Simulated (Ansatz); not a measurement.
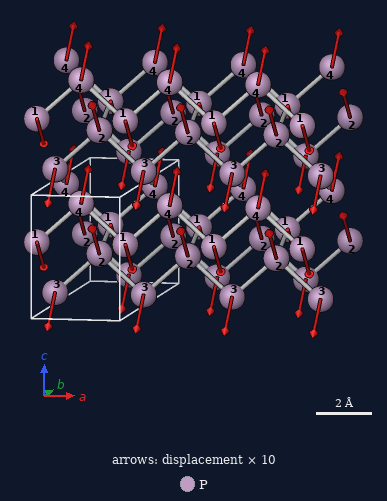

This is a relaxation of crystalline P (set up in Cmce). The starting structure is drawn; red arrows show the displacements (the part carried along by the change of the cell is left out), 10 times their true length.

The picture is a ball-and-stick view of the conventional cell (2 times the calculation's cell), repeated 3 × 1 × 2 with one cell outlined, seen slightly off an axis. Lengths and directions refer to the drawn axes.

The run lets cell and atoms move.

These are results of Kohn-Sham DFT of a periodic cell, PBEsol with D3(BJ), Ansatz PAW in Ansatz, not measurements.

Input file:
```yaml
crystal:
  lattice:
    - [1.6477431241, -5.4650377251, 0.0]
    - [1.6477431241, 5.4650377251, 0.0]
    - [0.0, 0.0, 4.54363559]
  atoms:
    - { symbol: P, position: [0.90414313, 0.09585687, 0.58881517] }
    - { symbol: P, position: [0.09585687, 0.90414313, 0.41118483] }
    - { symbol: P, position: [0.59585687, 0.40414313, 0.08881517] }
    - { symbol: P, position: [0.40414313, 0.59585687, 0.91118483] }
hamiltonian:
  xc: pbesol
  pseudopotentials: { kind: paw }
  dispersion: d3bj
kpoints:
  mp_grid: { grid: [8, 8, 6] }
scf:
  occupations: { method: fermi_dirac, width: 0.05 }
output:
  forces: true
  stress: true
  eigenvalues: true
relax:
  f_tol: 0.01
  max_steps: 40
  cell: { stress_tol: 0.05 }
```

Command:
```bash
ansatz run input.yaml --threads 2 --pin off --max-ram 5632MiB --backend cpu --events-out ev --progress --plain --runs-dir out
```

### Describe the change and its energy.

After 8 accepted moves (11 points after the start) the energy has fallen by 87.6 meV per atom. The largest force component goes from 0.26 to 0.00021 eV/Å. The pressure goes from −2.80 to 0.00 GPa. The line search rejected the trial step at point 5 of the run. At 2 points the geometry stayed and the basis and grid were re-selected for the new cell (energy shift of 0.4 meV per atom at most each time). The largest moves relative to the cell, 0.20 Å, are those of P1, P2, P3 and P4. P3 goes along [0 −1 −2]. The drawn cell changes as follows: a 3.295 → 3.340 Å (+1.3 %), b 10.930 → 9.919 Å (−9.3 %), c 4.544 → 3.811 Å (−16.1 %); the volume changes by −22.9 %. Near-neighbour distances that change, for instance: P1–P4 3.492 → 2.864 Å, P1–P4 (another image) 2.205 → 2.234 Å. Bond angles that change, for instance: P2–P1–P4 103.8° → 97.2°. The space group stays Cmce (No. 64).
